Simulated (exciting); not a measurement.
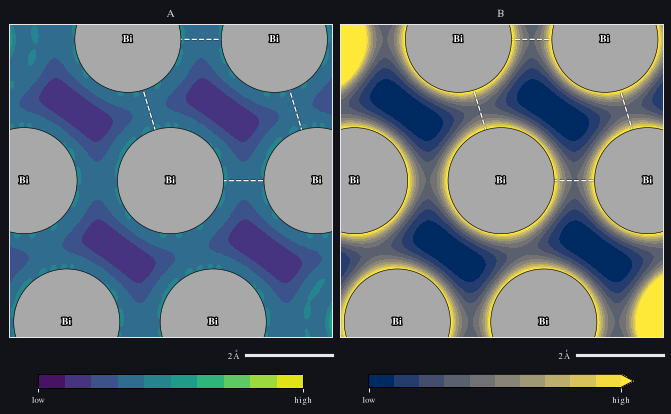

Bi: 2 fields on the (010) plane of the conventional cell, with unlabelled colour scales. Grey discs cover the atomic cores.

Space group P-1; a structure from a database of computed crystals, not necessarily the ambient phase.

All numbers below come from Kohn-Sham DFT of a periodic cell, PBE, all-electron LAPW+lo, shipped species files in exciting sodium.

Question: Which field does each panel show? The fields are: electron density and electron localisation function.

Answer: Panel A: electron localisation function. Panel B: electron density. From the grid: Bi–Bi (3.43 Å): ρ at the midpoint is about 0.15 e/Å³; the ELF is about 0.35 at the midpoint.
